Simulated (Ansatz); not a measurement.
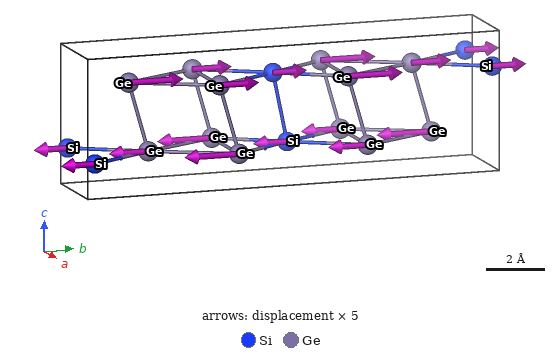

A relaxation of crystalline SiGe2 (a generated structure, set up in Cmcm). The starting structure is drawn; purple arrows show the displacements (the part carried along by the change of the cell is left out), magnified 5 times.

The picture is a ball-and-stick view of the conventional cell (2 times the calculation's cell), seen slightly off an axis. Lengths and directions refer to the drawn axes.

Computed with Ansatz 0.2.0, DFT PBE, scalar-relativistic, plane waves, PAW. Set-up: plane-wave cutoff 420 eV; k-point mesh 14 × 14 × 8; occupations gaussian; smearing width 0.1 eV; no spin polarisation; cell and atoms relaxed; force threshold 0.01 eV/Å; at most 80 steps.

> Atoms of which element are displaced furthest, and by how much?

Germanium: up to 0.40 Å, against 0.25 Å for silicon.

> What did the optimiser do to the structure, and how much energy did it gain?

The largest moves relative to the cell, 0.40 Å, are those of Ge atoms. By element the largest moves are Ge 0.40 Å, Si 0.25 Å. The volume changes by −1.1 %, with a 2.896 → 2.812 Å (−2.9 %), b 15.134 → 14.646 Å (−3.2 %), c 4.967 → 5.227 Å (+5.2 %). Near-neighbour distances that change, for instance: Ge–Ge 3.187 → 2.988 Å, Ge–Si 2.858 → 2.733 Å, Ge–Ge 2.896 → 2.812 Å, Si–Si 2.537 → 2.614 Å. Among the angles between lasting bonds that change: Ge–Ge–Ge 147.8° → 180.0°, Si–Si–Si 156.4° → 180.0°, Si–Ge–Ge 76.2° → 90.0°. The space group (tolerance 0.01 Å) goes from Cmcm (No. 63) to Cmmm (No. 65). Over 5 accepted moves (6 points after the start) the energy falls by 0.290 eV per cell of the calculation. Largest force component: 0.19 eV/Å at the start, 0.00052 eV/Å at the end. The pressure goes from 0.37 to 0.01 GPa. The SCF was repeated once at an unchanged geometry on a basis and grid sized afresh for the cell, which shifted the energy by 0.1 meV per cell of the calculation at most. Cost: 9.1 min on 1 thread of Arm Neoverse V1, on a shared host, peak memory 1 GiB.
